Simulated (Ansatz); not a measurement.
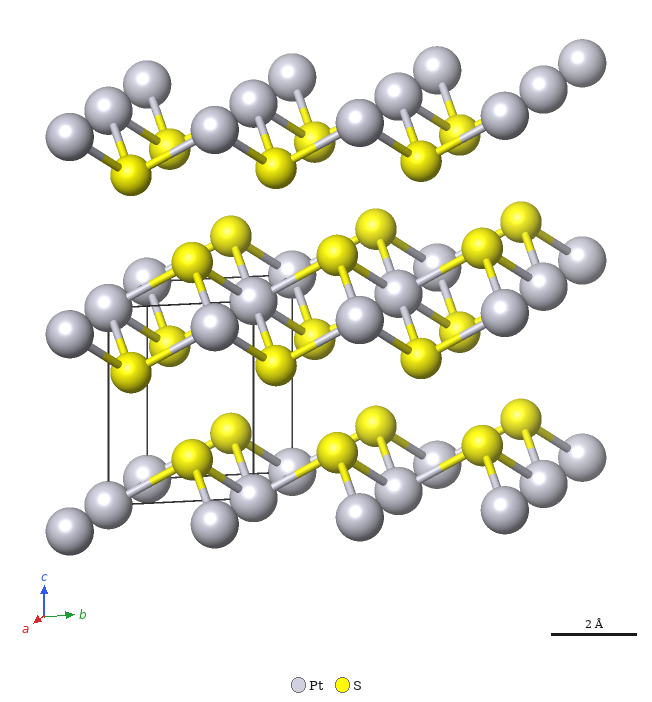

Fig. 1: The structure as given in the input (ball-and-stick view of the cell of the calculation, repeated 2 × 3 × 2, seen slightly off an axis). Near neighbours in the crystal (not all of them lie inside the picture): Pt has 6 S at 2.38 Å; S has 3 Pt at 2.38 Å.

**Run report: PtS₂, single-point calculation**

The run: single-point calculation of PtS₂ (3 atoms in the cell). Method and program: DFT PBEsol, scalar-relativistic, plane waves, PAW, no spin polarisation (Ansatz 0.2.0).

The structure derives from an entry of the Crystallography Open Database. It belongs to a series of runs on one base structure; here: band edges and mean potential of the bulk.

Input file:
```yaml
crystal:
  lattice:
    - [3.5713268724, 1.0e-10, 0.0]
    - [-1.7856634363, 3.0928597967, 0.0]
    - [0.0, 0.0, 4.7682758087]
  atoms:
    - { symbol: Pt, position: [0.0, 0.0, 0.0] }
    - { symbol: S, position: [0.3333333333, 0.6666666667, 0.2509462045] }
    - { symbol: S, position: [0.6666666667, 0.3333333333, 0.7490537955] }
basis:
  ecutwfc: 420
kpoints:
  mp_grid: { grid: [12, 12, 8] }
  band_path: { path: [VBM, CBM], npoints: 2 }
hamiltonian:
  xc: pbesol
scf:
  occupations: { method: gaussian, width: 0.02 }
output:
  forces: true
  stress: true
  eigenvalues: true
  write_density: true
  write_potential: true
  elf: true
  volumetric_format: npy
```

Run as:
```bash
ansatz run input.yaml --threads 2 --pin off --max-ram 4096MiB --backend cpu --events-out ev --progress --plain --runs-dir out
```

The program's output:
```
Engine: ansatz 0.2.0, x86_64-unknown-linux-gnu
Pseudopotentials: kind: paw
Pseudopotential: Pt, paw, valence charge 18, recommended cutoff 420 eV (normal), Pt.paw.azcp
Pseudopotential: S, paw, valence charge 6, recommended cutoff 420 eV (normal), S.paw.azcp
Functional definition: PBEsol
  exchange = pbesol_x
  correlation = pbesol_c
Crystal: 3 atoms, lattice volume = 52.669 Å³
Basis set: ecut = 420 eV, 1005 PW (Γ), exchange–correlation on 48×48×64 points (8 copies of the dense FFT grid, shifted against one another)
Bands: 19, of which v1, the nominal top of the filled ones, is band 15 counted from 1 (14 counted from 0)
Symmetry: 12 space group operations
Space group: P-3m1 (ITA 164), of the structure as read, at distance tolerance 3.7e-5 Å
k-points: 131 of 1152
Non-local potential: Pt, projectors of the file, l = 0: 3, l = 1: 2, l = 2: 2, l = 3: 1
Non-local potential: S, projectors of the file, l = 0: 2, l = 1: 2, l = 2: 2
PAW form: soft (Blöchl's): semilocal exchange-correlation on the pseudo side does not see the compensation charge
PAW frozen core: Pt, regenerated for the run's functional, and the local potential with it (the file was generated under x = pbe(κ = 0.804, μ = 0.2195149727645171), c = pbe(β = 0.06672455060314922))
PAW frozen core: S, regenerated for the run's functional, and the local potential with it (the file was generated under x = pbe(κ = 0.804, μ = 0.2195149727645171), c = pbe(β = 0.06672455060314922))
PAW one-centre angular grid: Pt, 590 points (default); XC on 64 Gauss nodes
PAW one-centre angular grid: S, 110 points (default); XC on 64 Gauss nodes
Initial density: superposition of atomic densities (neutral atoms: chi_scale 0, normalization atom), corrected by the library's trained network
Initial wavefunctions: pseudopotential atomic-orbital guess
Functional: x = pbesol(κ = 0.804, μ = 0.12345679012345678), c = pbesol(β = 0.046)
SCF iter   1: F=—  HF=-14154.884996 eV  |F-HF|=—  |Δ(HF+E_count)|=         —  Δρ=4.43e-3  dr2=1.15e-2  ethr=1.77e-3  ⟨swp⟩=6.0  Hψ=12925  notcnv=0
preconditioner: auto → Resta (q_TF=auto, 2.484 Å⁻¹)  ε∞=7.2  [insulator: Δε(μ)=0.226 eV  Ē_g=9.664 eV  σ=0.020 eV  W_gap=1.00  n_scr=20 (ndim 8)  ℏωp=24.0 eV  f_vac=0.007  D(μ)=0.00/eV (n_scr^D=0)  ε∞_Penn≈7.2]
SCF iter   2: F=—  HF=-14154.883632 eV  |F-HF|=—  |Δ(HF+E_count)|=   1.36e-3  Δρ=2.51e-3  dr2=4.11e-3  ethr=3.82e-5  ⟨swp⟩=2.0  Hψ=4610  notcnv=0
SCF iter   3: F=—  HF=-14154.882875 eV  |F-HF|=—  |Δ(HF+E_count)|=   7.58e-4  Δρ=3.96e-4  dr2=5.46e-5  ethr=1.37e-5  ⟨swp⟩=2.0  Hψ=4440  notcnv=0
SCF iter   4: F=—  HF=-14154.882931 eV  |F-HF|=—  |Δ(HF+E_count)|=   5.68e-5  Δρ=1.21e-4  dr2=7.85e-6  ethr=1.82e-7  ⟨swp⟩=2.5  Hψ=3913  notcnv=0
SCF iter   5: F=—  HF=-14154.882936 eV  |F-HF|=—  |Δ(HF+E_count)|=   4.67e-6  Δρ=2.30e-5  dr2=3.02e-7  ethr=2.62e-8  ⟨swp⟩=2.1  Hψ=3643  notcnv=0
SCF iter   6: F=-14154.882936 eV  HF=-14154.882936 eV  |F-HF|=8.15e-9  |Δ(HF+E_count)|=   3.65e-7  Δρ=4.19e-6  dr2=1.21e-8  ethr=3.33e-10  ⟨swp⟩=9.6  Hψ=17922  notcnv=0
SCF 1 converged in 6 iterations: F = -14154.882936 eV  dr2 = 1.21e-8
  greatest PAW one-centre occupation: 1.000 electrons in one spin orbital (limit 2), on the Pt atom at site 0 (counted from 0), in its partial waves of l = 0
NSCF: frozen V_eff on 34 k-points
NSCF: frozen V_eff on 34 k-points
NSCF: frozen V_eff on 34 k-points
NSCF: frozen V_eff on 34 k-points
NSCF: frozen V_eff on 34 k-points
NSCF: frozen V_eff on 6 k-points
NSCF: frozen V_eff on 18 k-points
NSCF: frozen V_eff on 28 k-points
NSCF: frozen V_eff on 30 k-points
NSCF: frozen V_eff on 26 k-points
NSCF: frozen V_eff on 4 k-points
NSCF: frozen V_eff on 24 k-points
NSCF: frozen V_eff on 6 k-points
NSCF: frozen V_eff on 14 k-points
NSCF: frozen V_eff on 6 k-points
NSCF: frozen V_eff on 14 k-points
NSCF: frozen V_eff on 14 k-points
NSCF: frozen V_eff on 6 k-points
NSCF: frozen V_eff on 3 k-points
SCF converged after 6 iterations
Free energy (F): -14154.882936 eV
Harris-Foulkes:  -14154.882936 eV  (|F-HF|=8.15e-9)
Internal energy: -14154.882936 eV  (E = F + TS)
E sigma→0 (E₀):  -14154.882936 eV
Fermi energy:    12.073600 eV
--- Per-component energies (eV) ---
  E_band       = -299.971918
  E_kinetic    = 850.628108
  E_local      = -2870.837583  (includes V_loc(G=0)·N_el)
  E_nonlocal   = 258.855021
  E_hartree    = 1119.696037
  E_xc         = -452.833352
  E_vxc        = -477.545074  (∫ρ·V_xc dr)
  E_paw        = -10484.049082  (= ΣΔE_a)
  E_vpaw       = -300.467508  (= ΣTr[D̂ρ^β])
  E_aug_tail   = 0.000176  (compensation charges beyond the density's cutoff)
  E_ewald      = -2576.753140
  E_core_change = 0.410880  (= ΣΔE_core)
  E_smearing   = -0.000000  (= −TS)
  E_closure    = 0.000000  (closes the sum)
  Σ components = -14154.882936   (vs F -14154.882936, Δ=0.00e0)
--- Forces (eV/Å), atoms counted from 1 ---
  atom   1  Pt    -0.00000000     0.00000000     0.00000000
  atom   2  S     -0.00000000     0.00000000     0.00297837
  atom   3  S      0.00000000    -0.00000000    -0.00297837
  max |Σ_I F_I| component: 6.94e-18 eV/Å
--- Stress (GPa, compression-positive) ---
        0.036467      -0.000000      -0.000000
       -0.000000       0.036467       0.000000
       -0.000000       0.000000       0.015843
  P = ⅓ Tr σ = 0.0296 GPa (0.296 kbar)
--- Band table (eV; the first three rows and the last of 131) ---
  k-point 0: bands = ["-87.8966", "-42.0998", "-42.0998", "-41.9782", "-3.8933", "-0.5438", "4.4376", "4.8631", "4.8631", "7.7432", "7.7432", "9.5876", "10.4606", "10.4606", "11.9554", "13.4229", "13.4229", "15.6884", "16.9700"]
  k-point 1: bands = ["-87.8966", "-42.0998", "-42.0998", "-41.9782", "-3.8295", "-0.7255", "4.6798", "4.8703", "4.8703", "7.7356", "7.7356", "9.5456", "10.3927", "10.3927", "11.6910", "13.5497", "13.5497", "15.8260", "17.2727"]
  k-point 2: bands = ["-87.8966", "-42.0998", "-42.0998", "-41.9783", "-3.6510", "-1.1551", "4.8880", "4.8880", "5.2807", "7.7180", "7.7180", "9.3806", "10.2403", "10.2403", "11.1346", "13.8591", "13.8591", "16.2378", "17.9260"]
  k-point 130: bands = ["-87.8962", "-42.1143", "-42.1143", "-41.9754", "-1.5821", "-1.5821", "5.0483", "5.0483", "5.4026", "7.2827", "7.2827", "7.5393", "8.1846", "9.5333", "9.5333", "13.9431", "13.9431", "18.6811", "19.3441"]
```

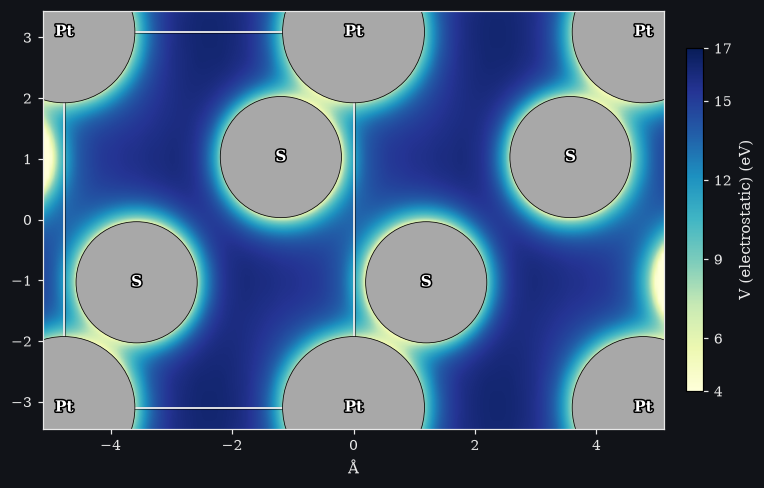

Fig. 2: Electrostatic potential energy of an electron on the (110) plane of the conventional cell. Grey discs, where drawn, cover atomic cores. The plane passes through Pt and S nuclei. Outside the cores the potential energy rises away from the atoms and is highest about 2.4 Å from the nearest atoms; outside the discs it spans about 12 eV, and its zero is arbitrary. The fields are those of the smooth PAW valence density.

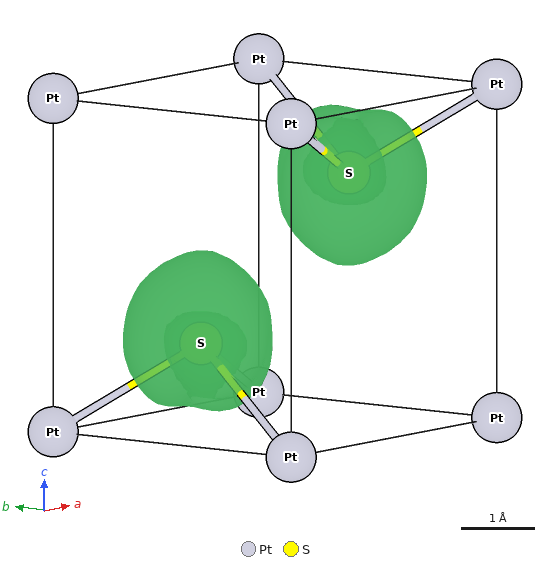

Fig. 3: Isosurface of the ELF at 0.7 (green), seen at an oblique angle. Core shells and regions of very low density are left out. Sticks mark near contacts. The outline is the cell set on symmetry axes. Values along the shortest contacts: Pt–S (2.38 Å): the ELF is about 0.45 at the midpoint.

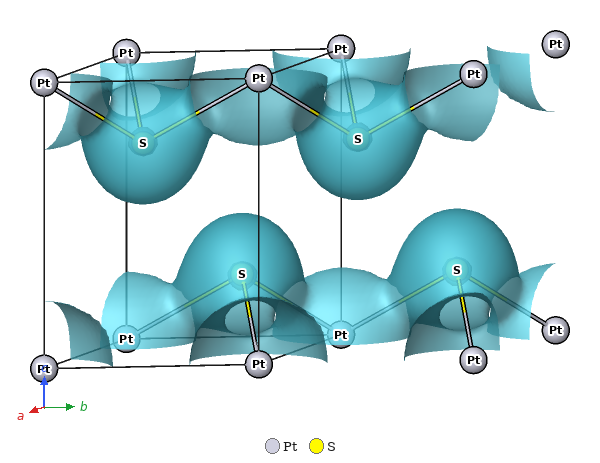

Fig. 4: Isosurface of the valence pseudo-density at 0.5 e/Å³ (cyan), seen slightly off an axis. Sticks mark near contacts. The outline is the cell set on symmetry axes. At this value the density is joined into sheets; it holds about 75 % of the electrons treated as valence (semicore included). On the grid the lowest density along these lines, outside the cores, is 0.68 e/Å³ (Pt–S, 2.38 Å).

Results in brief:

- outcome: converged
- space group (tolerance 0.01 Å): P-3m1 (164)
- electrons treated: 30
- free energy: −14154.8829 eV
- Fermi energy: 12.074 eV
- gap on the k-point mesh: 0.24 eV
- gap on the band path: 0.13 eV
- pressure: 0.03 GPa
- largest force (length of the vector): 0.003 eV/Å
- hardware: 2 threads of Intel Xeon @ 2.90GHz (Ice Lake), 16 GiB of memory available, shared host
- wall time: 5.1 s (CPU time 9.7 s)
- peak memory: 0.46 GiB

Notes:

Spin–orbit coupling is left out, which matters for Pt.
